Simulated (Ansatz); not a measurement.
# Run report: Fe$_{5}$Co$_{3}$, geometry relaxation (part 3 of 3)

Fe$_{5}$Co$_{3}$ (8 atoms in the cell); DFT PBE, scalar-relativistic, plane waves, PAW, spin-polarised (Ansatz 0.2.0); cutoff 420 eV, 4×4×4 k-mesh, Gaussian smearing of 0.1 eV, collinear spins. The structure derives from a Materials Project entry. It belongs to a series of runs on one base structure; here: structure listed in a database for this formula (Im-3m, No. 229).

Geometry of the input (Å; fractional positions):
```
-2.7709  2.7709  2.7709
2.7709  -2.7709  2.7709
2.7709  2.7709  -2.7709
Fe 0.0000  0.0000  0.0000
Fe -0.0000  -0.0000  0.5000
Fe 0.0000  0.5000  -0.0000
Fe 0.5000  0.0000  0.0000
Fe 0.5000  0.5000  0.5000
Co 0.0000  0.5000  0.5000
Co 0.5000  0.5000  0.0000
Co 0.5000  0.0000  0.5000
```

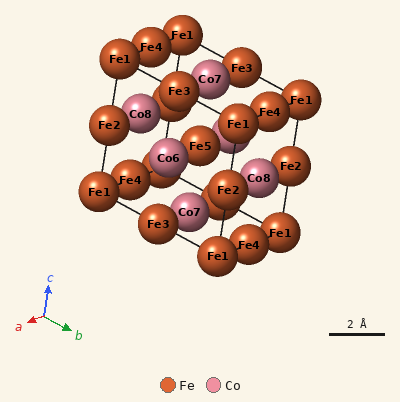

**Figure 1.** The geometry at step 3 of the log (spheres-only view of the cell of the calculation, seen slightly off an axis; atoms are numbered from 1 in the order of the input).

Output, continued:
```
  k-point 0 ↑: bands = ["-78.2478", "-78.2434", "-78.2434", "-70.6402", "-70.6293", "-70.6293", "-70.6293", "-70.0295", "-41.5360", "-41.5360", "-41.5360", "-41.4965", "-41.4965", "-41.4965", "-41.4723", "-41.4723", "-41.4723", "-36.7380", "-36.7380", "-36.7380", "-36.7147", "-36.7147", "-36.7147", "-36.6818", "-36.6818", "-36.6188", "-36.6188", "-36.6188", "-36.5440", "-36.0430", "-36.0430", "-36.0430", "9.2071", "12.6704", "12.6704", "12.7600", "12.8485", "12.8485", "12.8485", "12.8917", "12.8917", "14.1913", "14.1913", "14.1913", "14.2623", "14.2623", "14.2623", "15.2240", "15.2240", "15.2240", "16.1962", "16.1962", "16.2460", "16.2658", "16.2747", "16.2747", "16.4388", "16.4388", "16.4388", "16.5506", "16.5506", "16.5506", "16.8266", "16.8266", "17.3966", "17.3966", "17.3966", "17.5963", "17.5963", "17.5963", "17.8955", "17.8955", "17.8955", "17.9943", "17.9943", "17.9943", "18.1154", "18.1154", "18.1154", "24.2528", "24.2528", "24.5068", "24.5068", "24.5068", "24.5823", "27.2172", "27.2172", "27.2172", "32.8379", "32.8379", "35.5765"]
  k-point 1 ↑: bands = ["-78.2471", "-78.2438", "-78.2433", "-70.6384", "-70.6307", "-70.6293", "-70.6293", "-70.0299", "-41.5349", "-41.5299", "-41.5292", "-41.5019", "-41.5011", "-41.4960", "-41.4718", "-41.4717", "-41.4717", "-36.7366", "-36.7359", "-36.7304", "-36.7156", "-36.7143", "-36.7083", "-36.6907", "-36.6858", "-36.6229", "-36.6064", "-36.6046", "-36.5509", "-36.0635", "-36.0527", "-36.0432", "9.8297", "12.6510", "12.9569", "13.0138", "13.0954", "13.1374", "13.1389", "13.1405", "13.1589", "14.2619", "14.2930", "14.3067", "14.3298", "14.3796", "14.5963", "15.0738", "15.1947", "15.2235", "15.5330", "15.6934", "15.6945", "15.6958", "15.7531", "16.0310", "16.1313", "16.1760", "16.1903", "16.3355", "16.3797", "16.4080", "16.4272", "16.4818", "16.5786", "16.7778", "16.8326", "16.9215", "16.9227", "16.9366", "17.1197", "17.3502", "17.4396", "17.7262", "19.0991", "19.1959", "19.2387", "19.2632", "19.7978", "24.5286", "25.3474", "25.4008", "25.5568", "25.5824", "25.6278", "26.1759", "27.4697", "28.3145", "32.7312", "32.9148", "32.9786"]
  k-point 2 ↑: bands = ["-78.2462", "-78.2448", "-78.2433", "-70.6348", "-70.6340", "-70.6293", "-70.6293", "-70.0303", "-41.5339", "-41.5160", "-41.5151", "-41.5146", "-41.5135", "-41.4956", "-41.4713", "-41.4711", "-41.4711", "-36.7343", "-36.7342", "-36.7188", "-36.7132", "-36.7125", "-36.7100", "-36.6961", "-36.6959", "-36.6273", "-36.5876", "-36.5864", "-36.5648", "-36.0855", "-36.0627", "-36.0433", "11.4148", "11.4697", "13.4115", "13.4788", "13.4851", "13.5658", "13.6609", "13.7030", "13.9224", "13.9403", "14.2113", "14.2507", "14.2976", "14.3604", "14.6573", "14.7185", "14.8210", "14.8291", "14.8883", "14.9373", "15.0756", "15.1849", "15.5490", "15.6003", "16.0298", "16.1462", "16.1800", "16.1802", "16.1938", "16.2554", "16.2679", "16.2907", "16.2994", "16.3070", "16.4946", "16.5996", "16.6668", "16.7042", "16.7815", "16.9266", "17.4681", "17.6938", "19.5052", "19.6089", "19.7050", "19.7054", "22.4734", "22.4869", "24.9311", "25.1097", "28.1651", "28.2204", "28.2455", "28.3970", "28.8002", "29.0455", "29.1377", "29.1853", "30.9150"]
  k-point 7 ↓: bands = ["-75.9406", "-75.9406", "-75.9360", "-67.3552", "-67.3552", "-67.3552", "-67.3446", "-67.0179", "-39.2804", "-39.2804", "-39.2804", "-39.2390", "-39.2390", "-39.2390", "-39.2344", "-39.2344", "-39.2344", "-33.5209", "-33.5209", "-33.4988", "-33.4988", "-33.4988", "-33.4873", "-33.4460", "-33.4460", "-33.4460", "-33.4202", "-33.4202", "-33.4202", "-33.1461", "-33.1461", "-33.1461", "13.4530", "13.4530", "13.6458", "13.6458", "13.6458", "13.6862", "15.7359", "15.7359", "15.7359", "16.0622", "16.0622", "16.0622", "16.6074", "16.8521", "16.8521", "17.1308", "17.1308", "17.1308", "17.1813", "17.1813", "17.1813", "17.4462", "17.4462", "17.4462", "17.9944", "17.9944", "17.9944", "18.0100", "18.0100", "18.0100", "18.4746", "18.4746", "18.4746", "18.9615", "18.9727", "18.9727", "19.0705", "19.0705", "19.5518", "19.8798", "19.8798", "20.1454", "20.1454", "20.4261", "20.4261", "20.4261", "26.7592", "26.7592", "26.7592", "26.9908", "26.9908", "26.9908", "28.0601", "29.1245", "34.5612", "34.5612", "34.5612", "34.8039", "34.8039"]
--- Relaxed structure (4 steps of the walk, 4 accepted, 1 SCFs on fresh bases) ---
  F+E_penalty+E_count = -37781.42506544 eV   max|allowed force component| = 6.892e-29 eV/Å   (the final SCF, on the basis selected at the relaxed cell)
  cell:  # Å, volume = 92.8427 Å³
    - [-2.8525239451719138, 2.8525239451719138, 2.8525239451719138]
    - [2.8525239451719138, -2.8525239451719138, 2.8525239451719138]
    - [2.8525239451719138, 2.8525239451719138, -2.8525239451719138]
  atoms:
    - { symbol: Fe, position: [-2.606451492238864e-35, 1.4444085352818416e-34, 1.7557346857436398e-34] }
    - { symbol: Fe, position: [0.0, 0.0, 0.5] }
    - { symbol: Fe, position: [0.0, 0.5, 0.0] }
    - { symbol: Fe, position: [0.5, 0.0, 0.0] }
    - { symbol: Fe, position: [0.5, 0.5, 0.5] }
    - { symbol: Co, position: [-5.947670035146786e-35, 0.5, 0.5] }
    - { symbol: Co, position: [0.5, 0.5, -1.6120578799956202e-34] }
    - { symbol: Co, position: [0.5, -3.7259357501788937e-35, 0.5] }
--- Löwdin populations: 8 sites ---
  site symbol       q [e]    m [muB]
     0     Fe     15.8473     2.6463
     1     Fe     15.7464     2.8466
     2     Fe     15.7464     2.8466
     3     Fe     15.7464     2.8466
     4     Fe     15.7464     2.8466
     5     Co     16.7689     1.8602
     6     Co     16.7689     1.8602
     7     Co     16.7689     1.8602
  spilling = 0.014202 (of n_electrons = 131.000000)
```

File populations.tsv:
```
# site	symbol	l	j	q_up	q_dn
# orbitals = lowdin
# n_electrons = 131.000000
# spilling = 0.014202
0	Fe	0_3S	-	0.993289	0.993464
0	Fe	0_4S	-	0.479075	0.485876
0	Fe	1_3P	-	2.998614	2.997721
0	Fe	2_3D	-	4.775821	2.123445
1	Fe	0_3S	-	0.993593	0.994022
1	Fe	0_4S	-	0.473810	0.492117
1	Fe	1_3P	-	2.998802	2.998409
1	Fe	2_3D	-	4.830297	1.965367
2	Fe	0_3S	-	0.993593	0.994022
2	Fe	0_4S	-	0.473810	0.492117
2	Fe	1_3P	-	2.998802	2.998409
2	Fe	2_3D	-	4.830297	1.965367
3	Fe	0_3S	-	0.993593	0.994022
3	Fe	0_4S	-	0.473810	0.492117
3	Fe	1_3P	-	2.998802	2.998409
3	Fe	2_3D	-	4.830297	1.965367
4	Fe	0_3S	-	0.993593	0.994022
4	Fe	0_4S	-	0.473810	0.492117
4	Fe	1_3P	-	2.998802	2.998409
4	Fe	2_3D	-	4.830297	1.965367
5	Co	0_3S	-	0.993820	0.993855
5	Co	0_4S	-	0.477844	0.498855
5	Co	1_3P	-	2.998929	2.998295
5	Co	2_3D	-	4.843938	2.963334
6	Co	0_3S	-	0.993820	0.993855
6	Co	0_4S	-	0.477844	0.498855
6	Co	1_3P	-	2.998929	2.998295
6	Co	2_3D	-	4.843938	2.963334
7	Co	0_3S	-	0.993820	0.993855
7	Co	0_4S	-	0.477844	0.498855
7	Co	1_3P	-	2.998929	2.998295
7	Co	2_3D	-	4.843938	2.963334
```

Trajectory as extended XYZ (Å, eV, eV/Å), 5 frames, from step=1 to step=5:
```
8
Lattice="-2.7709 2.7709 2.7709 2.7709 -2.7709 2.7709 2.7709 2.7709 -2.7709" Properties=species:S:1:pos:R:3:forces:R:3 step=1 energy=-37780.97250 pressure_GPa=19.91
Fe    0.0000    0.0000    0.0000    0.0000   0.0000   0.0000
Fe    1.3855    1.3855   -1.3855    0.0000   0.0000   0.0000
Fe    1.3855   -1.3855    1.3855    0.0000   0.0000   0.0000
Fe   -1.3855    1.3855    1.3855    0.0000   0.0000   0.0000
Fe    1.3855    1.3855    1.3855    0.0000   0.0000   0.0000
Co    2.7709    0.0000    0.0000    0.0000   0.0000   0.0000
Co    0.0000    0.0000    2.7709    0.0000   0.0000   0.0000
Co    0.0000    2.7709    0.0000    0.0000   0.0000   0.0000
8
Lattice="-2.8146 2.8146 2.8146 2.8146 -2.8146 2.8146 2.8146 2.8146 -2.8146" Properties=species:S:1:pos:R:3:forces:R:3 step=2 energy=-37781.32362 pressure_GPa=8.34
Fe    0.0000    0.0000    0.0000    0.0000   0.0000   0.0000
Fe    1.4073    1.4073   -1.4073    0.0000   0.0000   0.0000
Fe    1.4073   -1.4073    1.4073    0.0000   0.0000   0.0000
Fe   -1.4073    1.4073    1.4073    0.0000   0.0000   0.0000
Fe    1.4073    1.4073    1.4073    0.0000   0.0000   0.0000
Co    2.8146    0.0000    0.0000    0.0000   0.0000   0.0000
Co    0.0000    0.0000    2.8146    0.0000   0.0000   0.0000
Co    0.0000    2.8146    0.0000    0.0000   0.0000   0.0000
8
Lattice="-2.8478 2.8478 2.8478 2.8478 -2.8478 2.8478 2.8478 2.8478 -2.8478" Properties=species:S:1:pos:R:3:forces:R:3 step=3 energy=-37781.41216 pressure_GPa=1.01
Fe    0.0000    0.0000    0.0000    0.0000   0.0000   0.0000
Fe    1.4239    1.4239   -1.4239    0.0000   0.0000   0.0000
Fe    1.4239   -1.4239    1.4239    0.0000   0.0000   0.0000
Fe   -1.4239    1.4239    1.4239    0.0000   0.0000   0.0000
Fe    1.4239    1.4239    1.4239    0.0000   0.0000   0.0000
Co    2.8478    0.0000    0.0000    0.0000   0.0000   0.0000
Co    0.0000    0.0000    2.8478    0.0000   0.0000   0.0000
Co    0.0000    2.8478    0.0000    0.0000   0.0000   0.0000
8
Lattice="-2.8525 2.8525 2.8525 2.8525 -2.8525 2.8525 2.8525 2.8525 -2.8525" Properties=species:S:1:pos:R:3:forces:R:3 step=4 energy=-37781.41326 pressure_GPa=0.04
Fe    0.0000    0.0000    0.0000    0.0000   0.0000   0.0000
Fe    1.4263    1.4263   -1.4263    0.0000   0.0000   0.0000
Fe    1.4263   -1.4263    1.4263    0.0000   0.0000   0.0000
Fe   -1.4263    1.4263    1.4263    0.0000   0.0000   0.0000
Fe    1.4263    1.4263    1.4263    0.0000   0.0000   0.0000
Co    2.8525    0.0000    0.0000    0.0000   0.0000   0.0000
Co    0.0000    0.0000    2.8525    0.0000   0.0000   0.0000
Co    0.0000    2.8525    0.0000    0.0000   0.0000   0.0000
8
Lattice="-2.8525 2.8525 2.8525 2.8525 -2.8525 2.8525 2.8525 2.8525 -2.8525" Properties=species:S:1:pos:R:3:forces:R:3 step=5 energy=-37781.42507 pressure_GPa=0.33
Fe    0.0000    0.0000    0.0000    0.0000   0.0000   0.0000
Fe    1.4263    1.4263   -1.4263    0.0000   0.0000   0.0000
Fe    1.4263   -1.4263    1.4263    0.0000   0.0000   0.0000
Fe   -1.4263    1.4263    1.4263    0.0000   0.0000   0.0000
Fe    1.4263    1.4263    1.4263    0.0000   0.0000   0.0000
Co    2.8525    0.0000    0.0000    0.0000   0.0000   0.0000
Co    0.0000    0.0000    2.8525    0.0000   0.0000   0.0000
Co    0.0000    2.8525    0.0000    0.0000   0.0000   0.0000
```

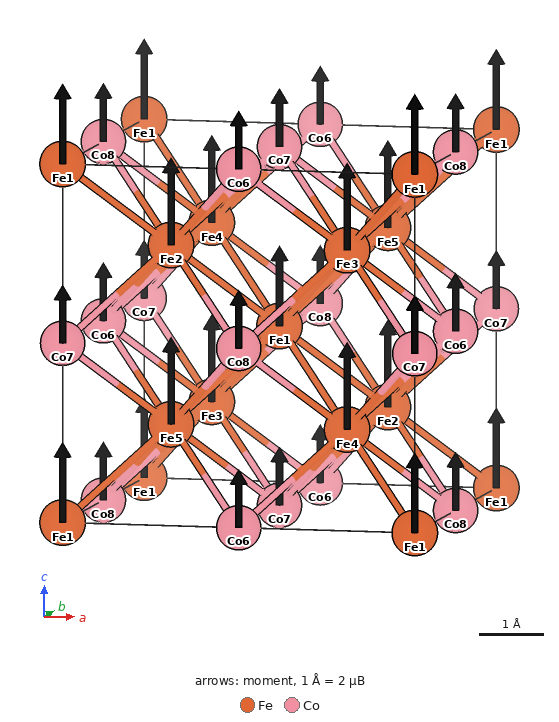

**Figure 2.** Magnetic moments of the sites as black arrows (ball-and-stick view of the cell 2 times as large as that of the calculation, set on its symmetry axes, seen slightly off an axis; atoms are numbered from 1 in the order of the input); small moments hardly show. The run is collinear, so the axis drawn is arbitrary. Site moments: Fe2, Fe3, Fe4, Fe5 (2.80 μB); Fe1 (2.57 μB); all 3 Co atoms (1.88 μB). They are counted near the atoms and needn't add up to the moment of the cell.

Summary:

| quantity | value |
| --- | --- |
| outcome | converged |
| space group (tolerance 0.01 Å) | Im-3m (229) |
| electrons treated | 131 |
| free energy | −37781.4251 eV |
| Fermi energy | 18.015 eV |
| gap on the k-point mesh | none (metallic) |
| net moment of the cell | 19.03 μB |
| integrated absolute moment | 20.00 μB |
| pressure | 0.33 GPa |
| final volume | 92.84 Å³ |
| largest force (length of the vector) at the end | under 0.001 eV/Å |
| final cell | a = 4.941 Å, b = 4.941 Å, c = 4.941 Å, α = 109.47°, β = 109.47°, γ = 109.47° |
| hardware | 1 thread of Intel Xeon (Granite Rapids), 192 GiB of memory available, shared host |
| wall time | 30 s |
| peak memory | 0.52 GiB |
